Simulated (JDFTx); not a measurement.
# Geometry relaxation, with input and output: Sc (part 2 of 2)

Sc (P6₃/mmc, 2 atoms in the cell); Kohn-Sham DFT of a periodic cell, PBE with D2, PseudoDojo-SR-PBE-0.5-standard, no spin polarisation (JDFTx 1.7.0 (patched build)); cutoff 1061.24 eV, 9×9×5 k-mesh, fermi-dirac of 0.05 eV. The structure derives from an entry of the Crystallography Open Database.

### Log, continued
```
-------- Electronic minimization -----------
Will mix electronic density at each iteration.
	FillingsUpdate:  mu: +0.335665347  nElectrons: 22.000000
	FillingsUpdate:  mu: +0.345988293  nElectrons: 22.000000
SCF: Cycle:  0   F: -93.577901019992012   dF: -1.185e-03   |Residual|: 1.873e-03   |deigs|: 1.111e-04
	FillingsUpdate:  mu: +0.346158795  nElectrons: 22.000000
SCF: Cycle:  1   F: -93.577910621855466   dF: -9.602e-06   |Residual|: 1.179e-03   |deigs|: 3.937e-04
	FillingsUpdate:  mu: +0.346402220  nElectrons: 22.000000
[... 20 further cycles ...]
SCF: Cycle: 22   F: -93.577918342797290   dF: -9.089e-10   |Residual|: 1.086e-05   |deigs|: 2.964e-06
	FillingsUpdate:  mu: +0.346437213  nElectrons: 22.000000
SCF: Cycle: 23   F: -93.577918343297682   dF: -5.004e-10   |Residual|: 3.208e-06   |deigs|: 1.825e-06
SCF: Converged (|Delta E|<1.000000e-09 for 2 iters).

Setting wave functions to eigenvectors of Hamiltonian
# Lattice vectors:
R =
[       6.2019     -3.10095            0  ]
[            0      5.37101            0  ]
[            0            0      9.83314  ]
unit cell volume = 327.546

# Strain tensor in Cartesian coordinates:
[  -0.00818802            0            0  ]
[            0  -0.00818802            0  ]
[            0            0   -0.0132413  ]

# Stress tensor in Cartesian coordinates [Eh/a0^3]:
[ -8.96672e-06            0            0  ]
[            0 -8.96672e-06            0  ]
[            0            0  8.50841e-06  ]

# Ionic positions in lattice coordinates:
ion Sc   0.666666666666667   0.333333333333333   0.750000000000000 1
ion Sc   0.333333333333333   0.666666666666667   0.250000000000000 1

# Forces in Cartesian coordinates:
force Sc   0.000000000000000   0.000000000000000   0.000000000000000 1
force Sc  -0.000000000000000   0.000000000000000   0.000000000000000 1

# Energy components:
   Eewald =      -63.8660038154851009
       EH =       20.8983339688639873
     Eloc =      -77.9015536300949236
      Enl =        4.7352746150109661
     EvdW =       -0.0280655700824477
      Exc =      -16.1860379302806905
 Exc_core =        3.2395680724883036
       KE =       35.5318629771792658
-------------------------------------
     Etot =      -93.5766213124006185
       TS =        0.0012970308970674
-------------------------------------
        F =      -93.5779183432976822

LatticeMinimize: Iter:   2  F: -93.577918343297682  |grad|_K:  7.185e-04  alpha:  1.000e+00  linmin:  1.238e-01

#--- Lowdin population analysis ---
# oxidation-state Sc +0.129 +0.129

-------- Electronic minimization -----------
Will mix electronic density at each iteration.
	FillingsUpdate:  mu: +0.346437213  nElectrons: 22.000000
	FillingsUpdate:  mu: +0.345911003  nElectrons: 22.000000
SCF: Cycle:  0   F: -93.577925680368580   dF: -1.335e-05   |Residual|: 2.125e-04   |deigs|: 1.204e-06
	FillingsUpdate:  mu: +0.345910776  nElectrons: 22.000000
SCF: Cycle:  1   F: -93.577925849743735   dF: -1.694e-07   |Residual|: 1.085e-04   |deigs|: 4.931e-06
	FillingsUpdate:  mu: +0.345907881  nElectrons: 22.000000
[... 9 further cycles ...]
SCF: Cycle: 11   F: -93.577925998161206   dF: -8.544e-10   |Residual|: 4.916e-06   |deigs|: 1.832e-06
	FillingsUpdate:  mu: +0.345903721  nElectrons: 22.000000
SCF: Cycle: 12   F: -93.577925998667084   dF: -5.059e-10   |Residual|: 1.904e-05   |deigs|: 3.179e-06
SCF: Converged (|Delta E|<1.000000e-09 for 2 iters).

Setting wave functions to eigenvectors of Hamiltonian
# Lattice vectors:
R =
[       6.2095     -3.10475            0  ]
[            0      5.37758            0  ]
[            0            0      9.82146  ]
unit cell volume = 327.959

# Strain tensor in Cartesian coordinates:
[   -0.0069737            0            0  ]
[            0   -0.0069737            0  ]
[            0            0   -0.0144133  ]

# Stress tensor in Cartesian coordinates [Eh/a0^3]:
[ -3.23816e-06            0            0  ]
[            0 -3.23816e-06            0  ]
[            0            0  6.16272e-06  ]

# Ionic positions in lattice coordinates:
ion Sc   0.666666666666667   0.333333333333333   0.750000000000000 1
ion Sc   0.333333333333333   0.666666666666667   0.250000000000000 1

# Forces in Cartesian coordinates:
force Sc   0.000000000000000  -0.000000000000000  -0.000000000000000 1
force Sc  -0.000000000000000  -0.000000000000000  -0.000000000000000 1

# Energy components:
   Eewald =      -63.8378877556393576
       EH =       20.9124449046984182
     Eloc =      -77.9423743056056679
      Enl =        4.7353766779758191
     EvdW =       -0.0280390628760373
      Exc =      -16.1852978122567315
 Exc_core =        3.2395680536032407
       KE =       35.5295804867314118
-------------------------------------
     Etot =      -93.5766288133688704
       TS =        0.0012971852982067
-------------------------------------
        F =      -93.5779259986670837

LatticeMinimize: Iter:   3  F: -93.577925998667084  |grad|_K:  3.617e-04  alpha:  1.000e+00  linmin: -9.459e-01

#--- Lowdin population analysis ---
# oxidation-state Sc +0.129 +0.129

-------- Electronic minimization -----------
Will mix electronic density at each iteration.
	FillingsUpdate:  mu: +0.345903721  nElectrons: 22.000000
	FillingsUpdate:  mu: +0.345866313  nElectrons: 22.000000
SCF: Cycle:  0   F: -93.577928383129091   dF: -9.101e-06   |Residual|: 1.988e-04   |deigs|: 8.010e-07
	FillingsUpdate:  mu: +0.345872795  nElectrons: 22.000000
SCF: Cycle:  1   F: -93.577928544880265   dF: -1.618e-07   |Residual|: 1.007e-04   |deigs|: 1.203e-05
	FillingsUpdate:  mu: +0.345879190  nElectrons: 22.000000
[... 8 further cycles ...]
SCF: Cycle: 10   F: -93.577928681069906   dF: -9.749e-10   |Residual|: 9.423e-06   |deigs|: 1.620e-07
	FillingsUpdate:  mu: +0.345879731  nElectrons: 22.000000
SCF: Cycle: 11   F: -93.577928681726974   dF: -6.571e-10   |Residual|: 1.061e-05   |deigs|: 3.876e-07
SCF: Converged (|Delta E|<1.000000e-09 for 2 iters).

Setting wave functions to eigenvectors of Hamiltonian
# Lattice vectors:
R =
[      6.21417     -3.10709            0  ]
[            0      5.38163            0  ]
[            0            0      9.80726  ]
unit cell volume = 327.978

# Strain tensor in Cartesian coordinates:
[  -0.00622576            0            0  ]
[            0  -0.00622576            0  ]
[            0            0   -0.0158389  ]

# Stress tensor in Cartesian coordinates [Eh/a0^3]:
[ -2.71337e-07            0            0  ]
[            0 -2.71337e-07            0  ]
[            0            0  1.73972e-06  ]

# Ionic positions in lattice coordinates:
ion Sc   0.666666666666667   0.333333333333333   0.750000000000000 1
ion Sc   0.333333333333333   0.666666666666667   0.250000000000000 1

# Forces in Cartesian coordinates:
force Sc   0.000000000000000   0.000000000000000  -0.000000000000000 1
force Sc   0.000000000000000  -0.000000000000000   0.000000000000000 1

# Energy components:
   Eewald =      -63.8353569599818087
       EH =       20.9143389565366462
     Eloc =      -77.9468630318058615
      Enl =        4.7352559523223983
     EvdW =       -0.0280246636982049
      Exc =      -16.1853185277324094
 Exc_core =        3.2395680408383871
       KE =       35.5297675894946536
-------------------------------------
     Etot =      -93.5766326440262191
       TS =        0.0012960377007515
-------------------------------------
        F =      -93.5779286817269735

LatticeMinimize: Iter:   4  F: -93.577928681726974  |grad|_K:  8.393e-05  alpha:  1.000e+00  linmin: -9.140e-01

#--- Lowdin population analysis ---
# oxidation-state Sc +0.129 +0.129

-------- Electronic minimization -----------
Will mix electronic density at each iteration.
	FillingsUpdate:  mu: +0.345879731  nElectrons: 22.000000
	FillingsUpdate:  mu: +0.346011697  nElectrons: 22.000000
SCF: Cycle:  0   F: -93.577928782102958   dF: -8.348e-07   |Residual|: 5.734e-05   |deigs|: 1.075e-07
	FillingsUpdate:  mu: +0.346015046  nElectrons: 22.000000
SCF: Cycle:  1   F: -93.577928800155533   dF: -1.805e-08   |Residual|: 3.273e-05   |deigs|: 6.846e-06
	FillingsUpdate:  mu: +0.346019412  nElectrons: 22.000000
[... 4 further cycles ...]
SCF: Cycle:  6   F: -93.577928815215373   dF: -7.525e-10   |Residual|: 3.119e-06   |deigs|: 1.821e-07
	FillingsUpdate:  mu: +0.346021110  nElectrons: 22.000000
SCF: Cycle:  7   F: -93.577928815661465   dF: -4.461e-10   |Residual|: 3.055e-06   |deigs|: 2.462e-07
SCF: Converged (|Delta E|<1.000000e-09 for 2 iters).

Setting wave functions to eigenvectors of Hamiltonian
# Lattice vectors:
R =
[      6.21466     -3.10733            0  ]
[            0      5.38206            0  ]
[            0            0      9.80245  ]
unit cell volume = 327.869

# Strain tensor in Cartesian coordinates:
[  -0.00614728            0            0  ]
[            0  -0.00614728            0  ]
[            0            0   -0.0163211  ]

# Stress tensor in Cartesian coordinates [Eh/a0^3]:
[ -3.38413e-07            0            0  ]
[            0 -3.38413e-07            0  ]
[            0            0 -2.48085e-07  ]

# Ionic positions in lattice coordinates:
ion Sc   0.666666666666667   0.333333333333333   0.750000000000000 1
ion Sc   0.333333333333333   0.666666666666667   0.250000000000000 1

# Forces in Cartesian coordinates:
force Sc   0.000000000000000   0.000000000000000  -0.000000000000000 1
force Sc   0.000000000000000   0.000000000000000  -0.000000000000000 1

# Energy components:
   Eewald =      -63.8420783206678166
       EH =       20.9112821510633502
     Eloc =      -77.9374988282369685
      Enl =        4.7351679750284585
     EvdW =       -0.0280242339617821
      Exc =      -16.1855380346118380
 Exc_core =        3.2395680372071438
       KE =       35.5304877992395731
-------------------------------------
     Etot =      -93.5766334549398948
       TS =        0.0012953607215761
-------------------------------------
        F =      -93.5779288156614655

LatticeMinimize: Iter:   5  F: -93.577928815661465  |grad|_K:  2.539e-05  alpha:  1.000e+00  linmin:  2.514e-01

#--- Lowdin population analysis ---
# oxidation-state Sc +0.129 +0.129

-------- Electronic minimization -----------
Will mix electronic density at each iteration.
	FillingsUpdate:  mu: +0.346021110  nElectrons: 22.000000
	FillingsUpdate:  mu: +0.345935493  nElectrons: 22.000000
SCF: Cycle:  0   F: -93.577928812168452   dF: -7.196e-08   |Residual|: 1.244e-05   |deigs|: 5.773e-08
	FillingsUpdate:  mu: +0.345934395  nElectrons: 22.000000
SCF: Cycle:  1   F: -93.577928819188642   dF: -7.020e-09   |Residual|: 8.548e-06   |deigs|: 2.561e-06
	FillingsUpdate:  mu: +0.345932562  nElectrons: 22.000000
SCF: Cycle:  2   F: -93.577928819784489   dF: -5.958e-10   |Residual|: 3.296e-06   |deigs|: 4.199e-06
	FillingsUpdate:  mu: +0.345933045  nElectrons: 22.000000
SCF: Cycle:  3   F: -93.577928820240416   dF: -4.559e-10   |Residual|: 3.303e-06   |deigs|: 1.159e-06
SCF: Converged (|Delta E|<1.000000e-09 for 2 iters).

Setting wave functions to eigenvectors of Hamiltonian
# Lattice vectors:
R =
[      6.21514     -3.10757            0  ]
[            0      5.38247            0  ]
[            0            0        9.803  ]
unit cell volume = 327.938

# Strain tensor in Cartesian coordinates:
[  -0.00607059            0            0  ]
[            0  -0.00607059            0  ]
[            0            0   -0.0162665  ]

# Stress tensor in Cartesian coordinates [Eh/a0^3]:
[  1.06492e-07            0            0  ]
[            0  1.06492e-07            0  ]
[            0            0  8.76954e-08  ]

# Ionic positions in lattice coordinates:
ion Sc   0.666666666666667   0.333333333333333   0.750000000000000 1
ion Sc   0.333333333333333   0.666666666666667   0.250000000000000 1

# Forces in Cartesian coordinates:
force Sc  -0.000000000000000  -0.000000000000000   0.000000000000000 1
force Sc   0.000000000000000   0.000000000000000  -0.000000000000000 1

# Energy components:
   Eewald =      -63.8376019829969934
       EH =       20.9134570622222000
     Eloc =      -77.9439155369559700
      Enl =        4.7351810314824663
     EvdW =       -0.0280220180301253
      Exc =      -16.1854112852112131
 Exc_core =        3.2395680375725622
       KE =       35.5301114175909305
-------------------------------------
     Etot =      -93.5766332743261415
       TS =        0.0012955459142801
-------------------------------------
        F =      -93.5779288202404160

LatticeMinimize: Iter:   6  F: -93.577928820240416  |grad|_K:  8.209e-06  alpha:  1.000e+00  linmin:  9.983e-01
LatticeMinimize: Converged (|Delta F|<1.000000e-06 for 2 iters).

#--- Lowdin population analysis ---
# oxidation-state Sc +0.129 +0.129

Dumping 'run.eigStats' ...
	eMin: -1.469270 at state 0 ( [ +0.000000 +0.000000 +0.000000 ] spin 0 )
	HOMO: +0.345361 at state 23 ( [ +0.111111 +0.333333 +0.400000 ] spin 0 )
	mu  : +0.345933
	LUMO: +0.346030 at state 26 ( [ +0.111111 +0.444444 +0.400000 ] spin 0 )
	eMax: +0.490140 at state 12 ( [ +0.000000 +0.444444 +0.000000 ] spin 0 )
	HOMO-LUMO gap: +0.000670
	Optical gap  : +0.004518 at state 14 ( [ +0.000000 +0.444444 +0.400000 ] spin 0 )
Done!
```

### Trajectory as extended XYZ (Å, eV, eV/Å), 7 frames, from step=0 to step=6
```
2
Lattice="3.3090 0.0000 0.0000 -1.6545 2.8657 0.0000 0.0000 0.0000 5.2733" Properties=species:S:1:pos:R:3:forces:R:3 step=0 energy=-2546.37532
Sc    1.6545    0.9552    3.9550    0.0000   0.0000   0.0000
Sc    0.0000    1.9105    1.3183    0.0000   0.0000   0.0000
2
Lattice="3.3051 0.0000 0.0000 -1.6525 2.8623 0.0000 0.0000 0.0000 5.2636" Properties=species:S:1:pos:R:3:forces:R:3 step=1 energy=-2546.37784
Sc    1.6525    0.9541    3.9477    0.0000   0.0000   0.0000
Sc    0.0000    1.9082    1.3159    0.0000   0.0000   0.0000
2
Lattice="3.2819 0.0000 0.0000 -1.6410 2.8422 0.0000 0.0000 0.0000 5.2035" Properties=species:S:1:pos:R:3:forces:R:3 step=2 energy=-2546.38488
Sc    1.6410    0.9474    3.9026    0.0000   0.0000   0.0000
Sc    0.0000    1.8948    1.3009    0.0000   0.0000   0.0000
2
Lattice="3.2859 0.0000 0.0000 -1.6430 2.8457 0.0000 0.0000 0.0000 5.1973" Properties=species:S:1:pos:R:3:forces:R:3 step=3 energy=-2546.38509
Sc    1.6430    0.9486    3.8980    0.0000   0.0000   0.0000
Sc    0.0000    1.8971    1.2993    0.0000   0.0000   0.0000
2
Lattice="3.2884 0.0000 0.0000 -1.6442 2.8478 0.0000 0.0000 0.0000 5.1898" Properties=species:S:1:pos:R:3:forces:R:3 step=4 energy=-2546.38516
Sc    1.6442    0.9493    3.8923    0.0000   0.0000   0.0000
Sc    0.0000    1.8986    1.2974    0.0000   0.0000   0.0000
2
Lattice="3.2887 0.0000 0.0000 -1.6443 2.8481 0.0000 0.0000 0.0000 5.1872" Properties=species:S:1:pos:R:3:forces:R:3 step=5 energy=-2546.38517
Sc    1.6443    0.9494    3.8904    0.0000   0.0000   0.0000
Sc    0.0000    1.8987    1.2968    0.0000   0.0000   0.0000
2
Lattice="3.2889 0.0000 0.0000 -1.6445 2.8483 0.0000 0.0000 0.0000 5.1875" Properties=species:S:1:pos:R:3:forces:R:3 step=6 energy=-2546.38517
Sc    1.6445    0.9494    3.8906    0.0000   0.0000   0.0000
Sc    0.0000    1.8989    1.2969    0.0000   0.0000   0.0000
```

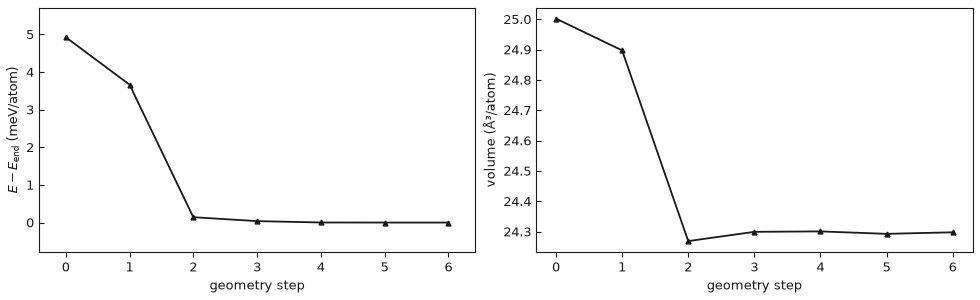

Figure 1. Progress of the relaxation, step by step (steps are counted from 0).

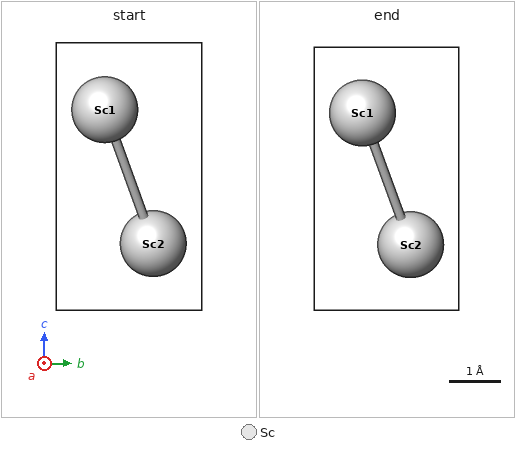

Figure 2. Before (left) and after (right) the relaxation, at one scale (ball-and-stick view of the cell of the calculation, along the a axis). The atoms keep their places relative to the cell (all moves are under 0.005 Å). The volume changes by −2.8 %, with a = b 3.309 → 3.289 Å (−0.6 %), c 5.273 → 5.188 Å (−1.6 %). Among the contacts that change: Sc1–Sc2 3.256 → 3.215 Å, Sc1–Sc1 3.309 → 3.289 Å. The space group stays P6_3/mmc (No. 194). The energy falls by 4.9 meV per atom in 6 geometry steps. All forces vanish by symmetry, so only the cell relaxes. (Atoms are counted from 1 in the order of the input.)

This output came from the following input.

### The input
```
lattice Hexagonal 6.2531037464 9.9650927730
coords-type Lattice
ion Sc     0.6666666667     0.3333333333     0.7500000000 1
ion Sc     0.3333333333     0.6666666667     0.2500000000 1

ion-species pseudo/Sc.upf
elec-cutoff 39 312
elec-ex-corr gga-PBE
van-der-waals
kpoint-folding 9 9 5
elec-smearing Fermi 0.0018374661
elec-n-bands 17
electronic-SCF nIterations 100 energyDiffThreshold 1e-09
electronic-minimize nIterations 30 energyDiffThreshold 1e-7
forces-output-coords Cartesian
lattice-minimize nIterations 40 energyDiffThreshold 1e-6

dump-name run.$VAR
dump End Ecomponents EigStats BandEigs Kpoints Forces Stress
```

Launched with:
```bash
jdftx -c 1 -i Sc.in -o Sc.out
```

### Results in brief

| quantity | value |
| --- | --- |
| outcome | converged |
| space group (tolerance 0.01 Å) | P6₃/mmc (194) |
| electrons treated | 22 |
| free energy | −2546.3852 eV |
| Fermi energy | 9.413 eV |
| gap on the k-point mesh | none (metallic) |
| pressure | 0.00 GPa |
| final volume | 48.60 Å³ |
| largest force (length of the vector) at the end | under 0.001 eV/Å |
| final cell | a = 3.289 Å, b = 3.289 Å, c = 5.188 Å, α = 90.00°, β = 90.00°, γ = 120.00° |
| hardware | 1 thread of Intel Xeon @ 2.50GHz (Skylake/Cascade Lake), 192 GiB of memory available, shared host |
| wall time | 17 min |
| peak memory | 0.19 GiB |
